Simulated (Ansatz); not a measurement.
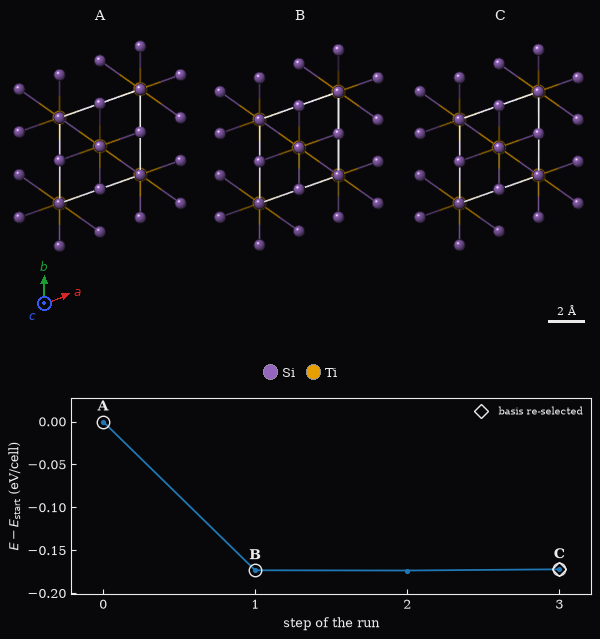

Frames of a relaxation of solid TiSi₃ (set up in Pm-3m), marked on the history of the run. The picture is a ball-and-stick view of the cell of the calculation, seen along the c axis.

Case: 6 of 8 Ti sites taken by Si, cell and atoms relaxed.

All numbers below come from DFT r2SCAN, scalar-relativistic, plane waves, PAW in Ansatz.

Input
```yaml
crystal:
  lattice:
    - [-3.8871833105, 3.8871833105, 0.0]
    - [-3.8871833105, 0.0, 3.8871833105]
    - [0.0, 3.8871833105, 3.8871833105]
  atoms:
    - { symbol: Si, position: [0.0, 0.0, 0.0] }
    - { symbol: Si, position: [0.5, 0.0, 0.0] }
    - { symbol: Si, position: [0.0, 0.5, 0.0] }
    - { symbol: Ti, position: [0.0, 0.0, 0.5] }
    - { symbol: Ti, position: [0.5, 0.5, 0.0] }
    - { symbol: Si, position: [0.5, 0.0, 0.5] }
    - { symbol: Si, position: [0.0, 0.5, 0.5] }
    - { symbol: Si, position: [0.5, 0.5, 0.5] }
basis:
  ecutwfc: 500
kpoints:
  mp_grid: { grid: [8, 8, 8] }
hamiltonian:
  xc: r2scan
scf:
  occupations: { method: gaussian, width: 0.1 }
output:
  forces: true
  stress: true
  eigenvalues: true
relax:
  adjacent_minimum: "off"
  f_tol: 0.015
  max_steps: 60
  cell: { stress_tol: 0.15 }
```

Run as
```bash
ansatz run input.yaml --threads 1 --pin off --max-ram 2560MiB --backend cpu --events-out ev --progress --plain --runs-dir out
```

**What happens along the run?**

No atom moves by more than 0.005 Å relative to the cell. The drawn cell changes as follows: a = b = c 5.497 → 5.379 Å (−2.1 %); the volume changes by −6.3 %. Some distances before and after: Si1–Ti4 2.749 → 2.690 Å. The space group stays Pm-3m (No. 221). The energy falls by 0.172 eV per cell of the calculation in 2 accepted moves (3 points after the start). All forces vanish by symmetry, so only the cell relaxes. Pressure: −6.98 GPa at the start and −0.05 GPa at the end. At 1 point the geometry stayed and the basis and grid were re-selected for the new cell (energy shift of 1.4 meV per cell of the calculation at most each time). From step 0 to 1: volume −6.6 %, energy −0.173 eV per cell of the calculation. From step 1 to 3: volume +0.3 %, energy +1.1 meV per cell of the calculation.

```csv
step,"E − E(0), meV/atom","pressure, GPa","volume, Å³/atom",note
0,0.00,-6.98,14.684,
1,-21.66,0.35,13.716,
2,-21.69,-0.04,13.759,
3,-21.52,-0.05,13.759,"same geometry, new basis"
```
